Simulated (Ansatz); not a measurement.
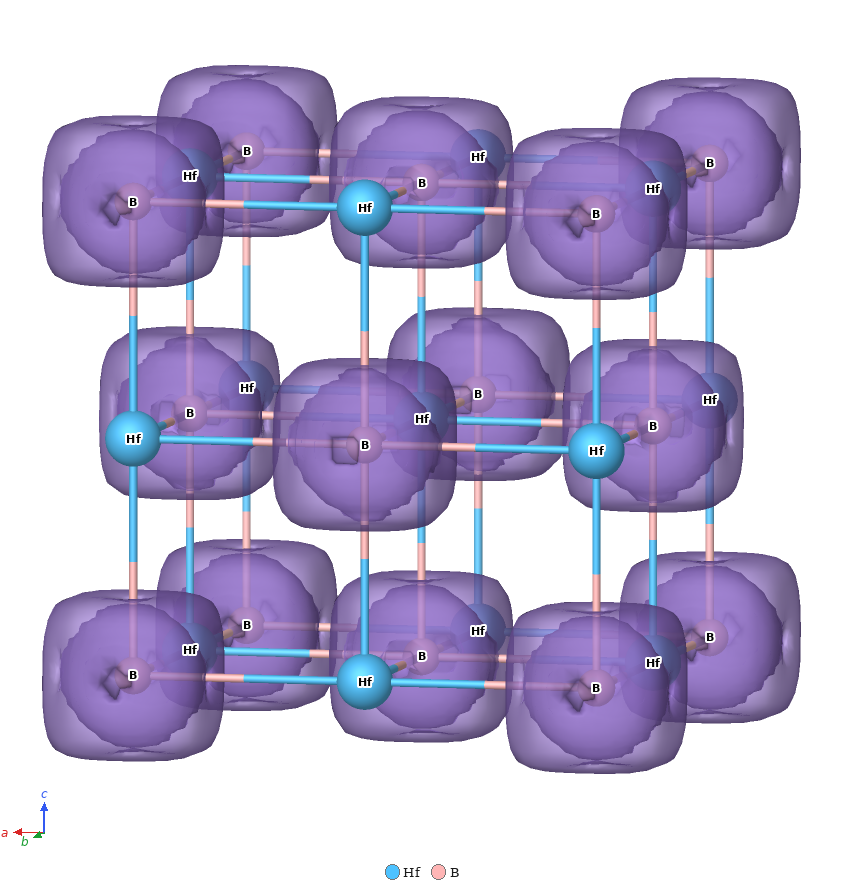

HfB. Isosurface of the electron localisation function at 0.7 (purple), seen at an oblique angle. Only the valence region is drawn (cores and ρ < 0.01 e/Å³ removed). Sticks mark near contacts.

Space group Fm-3m; computed pressure about 26 GPa in this cell.

Level of theory: Kohn-Sham DFT of a periodic cell, HSEsol, Ansatz PAW (Ansatz 0.2.0).

In a PAW calculation such maps are meaningful between the atoms, not at the nuclei.

> Describe the localisation domains.

At this value the surface marks out four regions wrapped around B (the valence shell of each), counted in one cell of 8 atoms. Any copies at cell faces, edges or corners count once. Along the contacts the grid gives the following. Hf–B (2.31 Å): the ELF peaks at about 0.70 in the valence shell of B, 0.8 Å from its nucleus, and is about 0.25 at the midpoint.

> Does the calculation make it a metal, or give it a gap?

It is metallic or semimetallic at this level of theory: no gap opens.
